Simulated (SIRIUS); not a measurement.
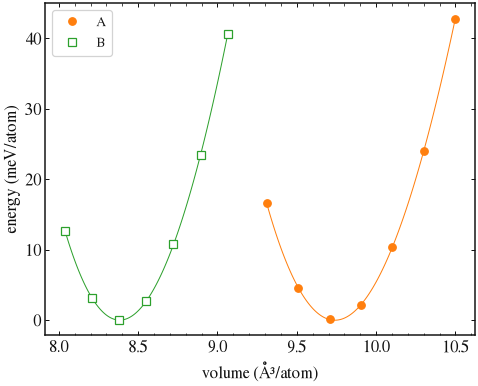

The figure compares two calculations of the energy against volume, each curve from its own zero. The first is for TiB₂, space group P6/mmm (No. 191).

The cell holds 3 atoms.

Method: all-electron LAPW DFT, no spin polarisation; energies at scaled volumes of the given cell, shape and fractions fixed, counted from the fit's minimum, third-order Birch-Murnaghan fit (SIRIUS 7.12.0). Level: PBEsol.

k mesh 10×10×8; occupations Fermi–Dirac; smearing width 0.05 eV; potentials all electron FP LAPW; program settings basis apw+lo standard, gk cutoff 4.09 1/bohr, pw cutoff 21 1/bohr.

In the second, Ti is replaced by Hf on all its sites, which gives HfB₂ in the same structure.

### Which of A and B is the second calculation, and what did the change do?

A. The equilibrium volume rises from 8.38 to 9.74 Å³/atom (+16 %) and the bulk modulus falls from 268 to 261 GPa (−2.6 %).

For both, limits of the calculation: shape and atomic fractions are frozen while scaling, which makes layered, chain and framework solids too stiff.

V0 and the bulk modulus come from third-order Birch–Murnaghan fits.
